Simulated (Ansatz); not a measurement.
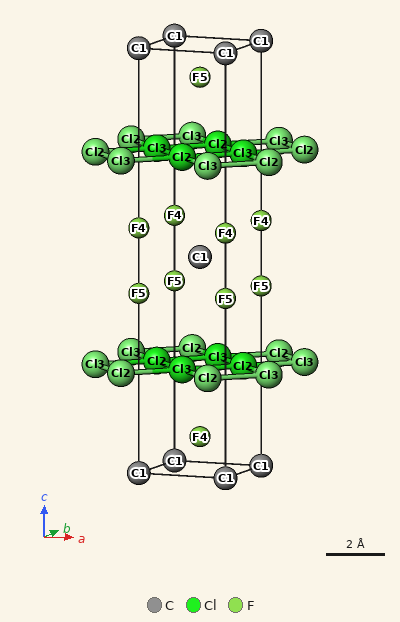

*The structure (ball-and-stick view of the cell 2 times as large as that of the calculation, set on its symmetry axes, seen slightly off an axis; neighbours outside the cell are drawn fainter; atoms are numbered from 1 in the order of the input).*

Single-point calculation of CCl₂F₂

CCl₂F₂ (I4/mmm, 5 atoms in the cell), computed with DFT, r2SCAN+rVV10, plane waves, PAW, no spin polarisation (Ansatz 0.2.0).

The structure was built on a prototype by a generator; it need not be a known phase. The geometry comes from this level: r2scan-rvv10. Figures and captions count atoms from 1; the log counts them from 0 in places.

## Input
```yaml
crystal:
  lattice:
    - [-1.6365632142, 1.6365632142, 7.4974884532]
    - [1.6365632142, -1.6365632142, 7.4974884532]
    - [1.6365632142, 1.6365632142, -7.4974884532]
  atoms:
    - { symbol: C, position: [0.0, 0.0, 0.0] }
    - { symbol: Cl, position: [0.75, 0.25, 0.5] }
    - { symbol: Cl, position: [0.25, 0.75, 0.5] }
    - { symbol: F, position: [0.5769980145, 0.5769980145, 0.0] }
    - { symbol: F, position: [0.4230019855, 0.4230019855, 0.0] }
kpoints:
  mp_grid: { grid: [12, 12, 12] }
  band_path:
    path:
      - [0.0, 0.0, 0.0]
      - [0.0, 0.0, 0.5]
      - [0.25, 0.25, 0.25]
      - [0.0, 0.5, 0.0]
      - [0.5, 0.5, -0.5]
      - [0.2619117061, 0.7380882939, -0.2619117061]
      - [-0.2619117061, 0.2619117061, 0.2619117061]
      - [-0.0238234121, 0.0238234121, 0.5]
      - [0.5, 0.5, -0.0238234121]
    npoints: 1
hamiltonian:
  xc: r2scan
  dispersion: rvv10
scf:
  occupations: { method: fermi_dirac, width: 0.03 }
  n_extra_bands: 5
output:
  forces: true
  stress: true
  eigenvalues: true
```

Run on 2 threads of Arm Neoverse V1, 24 GiB of memory available, shared host.

Command:
```bash
ansatz run input.yaml --threads 2 --pin off --max-ram 2211MiB --backend cpu --events-out ev --progress --plain --runs-dir out
```

## Log
```
basis.fft_grid_basis auto: the FFT boxes are laid along the combinations [[1, 0, 1], [0, 1, 1], [0, 0, 1]] of the cell's own vectors, 3.273, 3.273 and 7.847 Å long. The dense box has 27×27×64 points. Along the cell's own vectors, as sized, it would have 64×64×64, 5.62 times as many. Of the 16 symmetry operations that the crystal satisfies within crystal.symmetry.tolerance (time reversal apart; of a slab, those that keep its plane) the dense box along the cell's own vectors carries 16, and the one as laid loses 12 of those. basis.fft_grid_basis: typed keeps the cell's own vectors: state it where this run's energies or levels are differenced outside the engine with another run's, or held beside a run that keeps those vectors.
scf.n_extra_bands = 5 over 16 filled bands (N_el = 32.0): the run solves 21 bands
Engine: ansatz 0.2.0, aarch64-unknown-linux-gnu
Pseudopotentials: kind: paw
Pseudopotential: C, paw, valence charge 4, recommended cutoff 500 eV (meta_gga), C.paw.azcp
Pseudopotential: Cl, paw, valence charge 7, recommended cutoff 500 eV (meta_gga), Cl.paw.azcp
Pseudopotential: F, paw, valence charge 7, recommended cutoff 500 eV (meta_gga), F.paw.azcp
Functional definition: r2SCAN+rVV10
  parameter k0 = 0.174
  parameter k1 = 0.065
  parameter a1 = 4.9479
  exchange = r2scan_x(k0 = k0, k1 = k1, a1 = a1)
  correlation = r2scan_c + rvv10(11.95, 0.0093)
Crystal: 5 atoms, lattice volume = 80.323 Å³
Basis set: ecut = 500 eV, 2035 PW (Γ), FFT grids on a1+a3, a2+a3, a3, exchange–correlation on 108×108×256 points (64 copies of the dense FFT grid, shifted against one another)
Bands: 21, of which v1, the nominal top of the filled ones, is band 16 counted from 1 (15 counted from 0)
Symmetry: 16 space group operations
Space group: I4/mmm (ITA 139), of the structure as read, at distance tolerance 4.3e-5 Å
k-points: 163 of 1728
Non-local potential: C, projectors of the file, l = 0: 2, l = 1: 2, l = 2: 1
Non-local potential: Cl, projectors of the file, l = 0: 2, l = 1: 2, l = 2: 2
Non-local potential: F, projectors of the file, l = 0: 2, l = 1: 2, l = 2: 1
PAW form: soft (Blöchl's): semilocal exchange-correlation on the pseudo side does not see the compensation charge
rVV10 density: all electrons in the spheres
PAW frozen core: C, regenerated for the run's functional (the file was generated under x = pbe(κ = 0.804, μ = 0.2195149727645171), c = pbe(β = 0.06672455060314922))
PAW frozen core: Cl, regenerated for the run's functional (the file was generated under x = pbe(κ = 0.804, μ = 0.2195149727645171), c = pbe(β = 0.06672455060314922))
PAW frozen core: F, regenerated for the run's functional (the file was generated under x = pbe(κ = 0.804, μ = 0.2195149727645171), c = pbe(β = 0.06672455060314922))
PAW one-centre angular grid: C, 302 points (default); XC on 239 of its mesh's 2573 points in the sphere
PAW one-centre angular grid: Cl, 302 points (default); XC on 160 Gauss nodes
PAW one-centre angular grid: F, 302 points (default); XC on 160 Gauss nodes
Initial density: superposition of atomic densities (neutral atoms: chi_scale 0, normalization atom), corrected by the library's trained network
Initial wavefunctions: pseudopotential atomic-orbital guess
Functional: x = r2scan, c = r2scan + rvv10(b = 11.95, C = 0.0093); τ floored in thin density (d = 2e-4 eV/Å³)
SCF iter   1: F=—  HF=-4023.336506 eV  |F-HF|=—  |Δ(HF+E_count)|=         —  Δρ=3.48e-2  dr2=2.65e0  dr2_τ=3.11e-1  ethr=1.77e-3  ⟨swp⟩=7.8  Hψ=19336  notcnv=0
preconditioner: auto → LDOS  [metal: Δε(μ)=0.030 eV  Ē_g=10.466 eV  σ=0.030 eV  W_gap=0.25  n_scr=20 (ndim 8)  ℏωp=23.4 eV  f_vac=0.050  D(μ)=0.87/eV (n_scr^D=2)  β→1.0]
SCF iter   2: F=—  HF=-4024.458684 eV  |F-HF|=—  |Δ(HF+E_count)|=    1.12e0  Δρ=1.57e-1  dr2=2.75e1  dr2_τ=1.79e0  ethr=1.77e-3  ⟨swp⟩=3.0  Hψ=8396  notcnv=0  defer=37  recentre
SCF iter   3: F=—  HF=-4023.185421 eV  |F-HF|=—  |Δ(HF+E_count)|=    1.27e0  Δρ=1.84e-2  dr2=7.76e-1  dr2_τ=7.54e-3  ethr=1.77e-3  ⟨swp⟩=2.8  Hψ=7825  notcnv=0  defer=16
SCF iter   4: F=—  HF=-4023.136909 eV  |F-HF|=—  |Δ(HF+E_count)|=   4.85e-2  Δρ=3.41e-3  dr2=1.12e-2  dr2_τ=1.16e-3  ethr=1.77e-3  ⟨swp⟩=2.0  Hψ=5099  notcnv=0  defer=16
SCF iter   5: F=—  HF=-4023.136235 eV  |F-HF|=—  |Δ(HF+E_count)|=   6.73e-4  Δρ=2.57e-3  dr2=7.23e-3  dr2_τ=3.21e-4  ethr=3.52e-5  ⟨swp⟩=1.7  Hψ=3670  notcnv=0  defer=20
SCF iter   6: F=—  HF=-4023.135276 eV  |F-HF|=—  |Δ(HF+E_count)|=   9.59e-4  Δρ=2.07e-3  dr2=4.36e-3  dr2_τ=1.88e-4  ethr=2.26e-5  ⟨swp⟩=1.0  Hψ=3403  notcnv=0  defer=20
SCF iter   7: F=—  HF=-4023.134558 eV  |F-HF|=—  |Δ(HF+E_count)|=   7.18e-4  Δρ=1.02e-3  dr2=1.06e-3  dr2_τ=5.86e-5  ethr=1.36e-5  ⟨swp⟩=1.2  Hψ=3429  notcnv=0  defer=20
SCF iter   8: F=—  HF=-4023.134482 eV  |F-HF|=—  |Δ(HF+E_count)|=   7.58e-5  Δρ=3.91e-4  dr2=4.57e-4  dr2_τ=1.32e-5  ethr=3.32e-6  ⟨swp⟩=1.9  Hψ=4016  notcnv=0  defer=20
SCF iter   9: F=—  HF=-4023.134420 eV  |F-HF|=—  |Δ(HF+E_count)|=   6.22e-5  Δρ=6.77e-5  dr2=5.71e-6  dr2_τ=3.49e-7  ethr=1.43e-6  ⟨swp⟩=1.0  Hψ=3736  notcnv=0  defer=20
SCF iter  10: F=—  HF=-4023.134420 eV  |F-HF|=—  |Δ(HF+E_count)|=   4.47e-7  Δρ=6.99e-6  dr2=5.57e-8  dr2_τ=3.25e-9  ethr=3.13e-10  ⟨swp⟩=4.8  Hψ=15237  notcnv=0
SCF iter  11: F=-4023.134420 eV  HF=-4023.134420 eV  |F-HF|=4.64e-9  |Δ(HF+E_count)|=   2.61e-9  Δρ=2.69e-6  dr2=6.49e-9  dr2_τ=5.56e-10  ethr=1.74e-10  ⟨swp⟩=2.3  Hψ=11595  notcnv=0
SCF 1 converged in 11 iterations: F = -4023.134420 eV  dr2 = 6.49e-9
  greatest PAW one-centre occupation: 0.952 electrons in one spin orbital (limit 2), on the Cl atom at site 2 (counted from 0), in its partial waves of l = 0
```

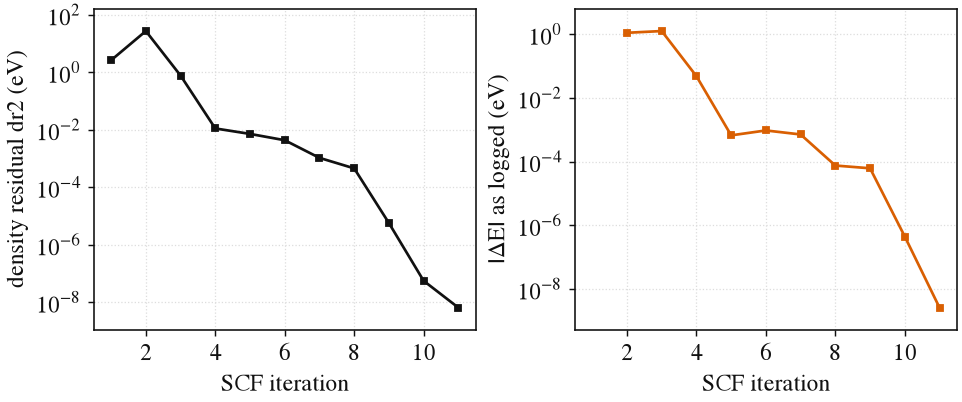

*Convergence of the self-consistent field: density residual dr2 and size of the energy change against the SCF iteration.*

The residual comes down, with one marked jump up, by a factor of about 10, at step 2.

```
NSCF: frozen V_eff on 9 k-points
SCF converged after 11 iterations
Free energy (F): -4023.134420 eV
Harris-Foulkes:  -4023.134420 eV  (|F-HF|=4.64e-9)
Internal energy: -4023.126870 eV  (E = F + TS)
E sigma→0 (E₀):  -4023.130645 eV
Entropy (-TS):   -0.007549 eV (-1.510 meV/atom)
Fermi energy:    2.478530 eV
--- Per-component energies (eV) ---
  E_band       = -170.854271
  E_kinetic    = 792.370642
  E_local      = -1777.065542  (includes V_loc(G=0)·N_el)
  E_nonlocal   = 232.303354
  E_hartree    = 612.657083
  E_xc         = -401.312669
  E_vxc        = -552.122067  (∫ρ·V_xc dr)
  E_paw        = -1832.382459  (= ΣΔE_a)
  E_vpaw       = -126.221868  (= ΣTr[D̂ρ^β])
  E_aug_tail   = 0.001338  (compensation charges beyond the density's cutoff)
  E_vtau       = 34.567380  (kinetic-family band-sum trace: ∫τ·v_τ [+ j·A + Jᵃ·Aᵃ] dr)
  E_ewald      = -1649.338247
  E_core_change = -0.360370  (= ΣΔE_core)
  E_smearing   = -0.007549  (= −TS)
  E_closure    = 0.000000  (closes the sum)
  Σ components = -4023.134420   (vs F -4023.134420, Δ=0.00e0)
--- Forces (eV/Å), atoms counted from 1 ---
  atom   1  C      0.00000000     0.00000000    -0.00000000
  atom   2  Cl     0.00000000     0.00000000     0.00000000
  atom   3  Cl     0.00000000     0.00000000     0.00000000
  atom   4  F      0.00000000     0.00000000     0.01924007
  atom   5  F      0.00000000    -0.00000000    -0.01924007
  max |Σ_I F_I| component: 6.94e-18 eV/Å
--- Stress (GPa, compression-positive) ---
       -0.418376      -0.000000       0.000000
       -0.000000      -0.418376       0.000000
        0.000000       0.000000      -0.089201
  P = ⅓ Tr σ = -0.3087 GPa (-3.087 kbar)
--- Band table (eV; the first three rows and the last of 163) ---
  k-point 0: bands = ["-19.8577", "-19.3595", "-18.0378", "-10.3135", "-7.4915", "-4.7697", "-4.7697", "-3.7254", "-0.3831", "-0.1840", "-0.1840", "0.6268", "0.6268", "1.3340", "1.8105", "2.1542", "3.7323", "3.7323", "4.4050", "4.4050", "7.0202"]
  k-point 1: bands = ["-19.8424", "-19.3511", "-17.8794", "-10.8409", "-7.4859", "-5.0216", "-3.9486", "-3.5910", "-0.5490", "-0.2858", "0.0843", "0.4174", "0.5895", "1.4028", "1.5983", "2.3430", "3.0759", "3.5217", "3.6890", "4.5055", "7.6111"]
  k-point 2: bands = ["-19.8028", "-19.3287", "-17.4107", "-11.8809", "-7.4474", "-5.6281", "-3.2007", "-2.0417", "-0.6615", "-0.5640", "0.1152", "0.2795", "0.4886", "0.5544", "1.0864", "1.4627", "2.6779", "3.0595", "3.5908", "4.7940", "9.2340"]
  k-point 162: bands = ["-19.8416", "-19.3855", "-18.0264", "-10.3136", "-7.4917", "-4.7701", "-4.7701", "-3.7936", "-0.1688", "-0.1688", "-0.0054", "0.6084", "0.6084", "1.1195", "1.8109", "1.9682", "3.7372", "3.7372", "4.4024", "4.4024", "6.9918"]
```

## Summary

| quantity | value |
| --- | --- |
| outcome | converged |
| space group (tolerance 0.01 Å) | I4/mmm (139) |
| electrons treated | 32 |
| free energy | −4023.1344 eV |
| Fermi energy | 2.479 eV |
| band gap | none (metallic) |
| pressure | −0.31 GPa |
| largest force (length of the vector) | 0.019 eV/Å |
| wall time | 34 s (CPU time 68 s) |
| peak memory | 0.76 GiB |
